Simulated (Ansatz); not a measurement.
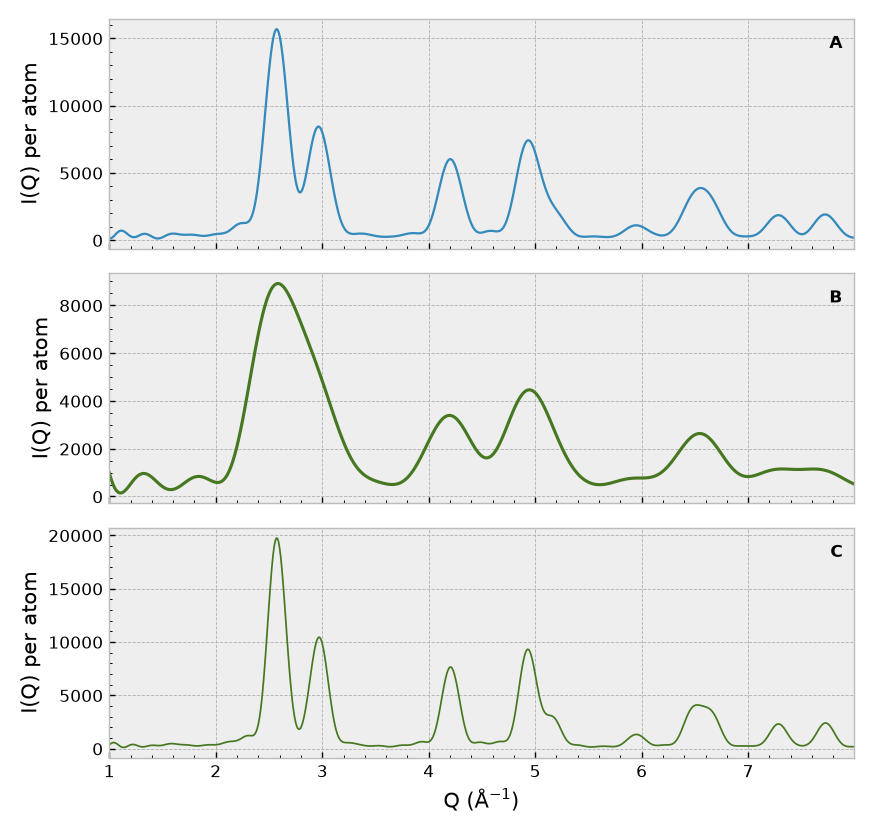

X-ray scattering of spheres cut from the crystal structure of Ta (Fm-3m, a = 4.223 Å, b = 4.223 Å, c = 4.223 Å, α = 90.00°, β = 90.00°, γ = 90.00°), calculated atom by atom with the Debye equation (B = 0.5 Å², no relaxation of the surface). Structure used: coordinates from a relaxation with Ansatz 0.2.0, DFT, PBE, plane waves (420 eV) with PAW, scalar-relativistic; the starting structure was generated, so it need not be a known form of this composition.

Q: The spheres are 14, 28 and 36 Å across. Which curve is which?

A: curve A: 28 Å (603 atoms); curve B: 14 Å (79 atoms); curve C: 36 Å (1289 atoms). Peak widths go roughly as 2π/D, so the largest sphere has the sharpest peaks.

Q: Index the main peaks of the largest sphere.

A: Q ≈ 2.57 Å⁻¹: 111; Q ≈ 2.97 Å⁻¹: 200; Q ≈ 4.21 Å⁻¹: 220; Q ≈ 4.93 Å⁻¹: 311; Q ≈ 5.95 Å⁻¹: 400; Q ≈ 6.52 Å⁻¹: 331.
